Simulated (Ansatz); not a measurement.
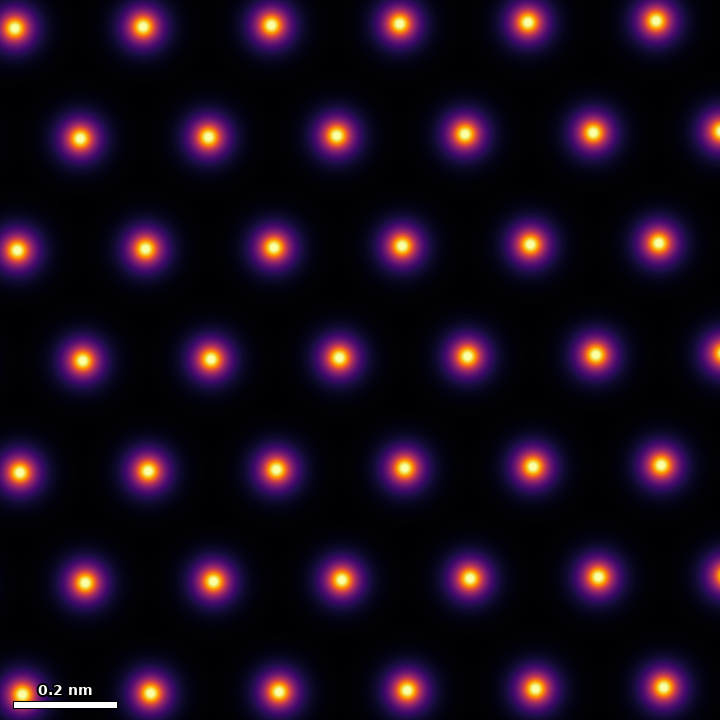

Map of the projected electrostatic potential of a crystal. Computed as the sum of neutral-atom potentials (tabulated electron scattering factors, B = 0.3 Å²) projected along the beam and smoothed by 0.25 Å; brighter is more positive.

### Measure the repeat of the pattern.

The pattern repeats on a hexagonal net with a repeat of 2.5 Å.

### What is the plane group of the image?

p6mm: sixfold points with mirror lines through them.

### How many columns does the smallest repeating cell hold, and how many levels of brightness?

1 column in the primitive cell of 5.4 Å², all of one brightness.

The crystal is Ru (Im-3m, No. 229) seen along [111]. Structure: the geometry given to an electronic-structure calculation, possibly off equilibrium; the starting structure was generated, so it need not be a known form of this composition.
